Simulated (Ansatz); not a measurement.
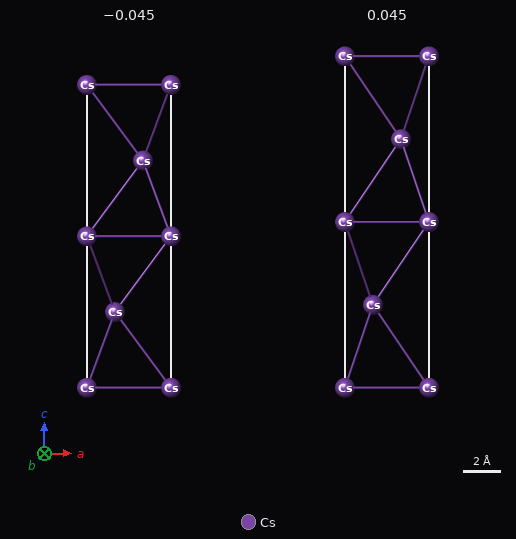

Solid Cs (set up in P6_3/mmc), under strain along c alone (the other axes held, atoms fixed by symmetry), with energies (extrapolated to zero smearing) counted from the relaxed crystal, which is the row at zero. The picture shows the first and the last member. A ball-and-stick model of the cell of the calculation, seen along the b axis.

Computed with Ansatz 0.2.0: DFT PBEsol, scalar-relativistic, plane waves, PAW. (plane-wave cutoff 420 eV; k-point mesh 12 × 12 × 4; occupations gaussian; smearing width 0.1 eV; no spin polarisation)

| strain | energy (meV/atom) | a (Å) | c (Å) |
| --- | --- | --- | --- |
| −0.045 | 2.23 | 5.367 | 16.756 |
| −0.03 | 0.80 | 5.367 | 17.020 |
| −0.015 | ? | ? | ? |
| 0.0 | 0.00 | 5.367 | 17.546 |
| 0.015 | 0.53 | 5.367 | 17.809 |
| 0.03 | 1.61 | 5.367 | 18.072 |
| 0.045 | 3.21 | 5.367 | 18.336 |

Q: One row is withheld. What does the calculation give there?

A: A parabola through three neighbouring rows (−0.045, −0.03, 0.0) gives, with Lagrange weights, (−0.3333)(2.23) + (1.0000)(0.80) + (0.3333)(0.00) = 0.06 meV/atom. The calculation gives 0.07 meV/atom (a = 5.367 Å, c = 17.283 Å). The estimate is 0.01 meV/atom too low. From the first member to the last: Cs–Cs 5.210 → 5.533 Å.

The whole series:

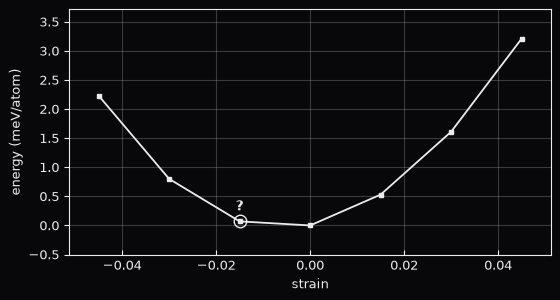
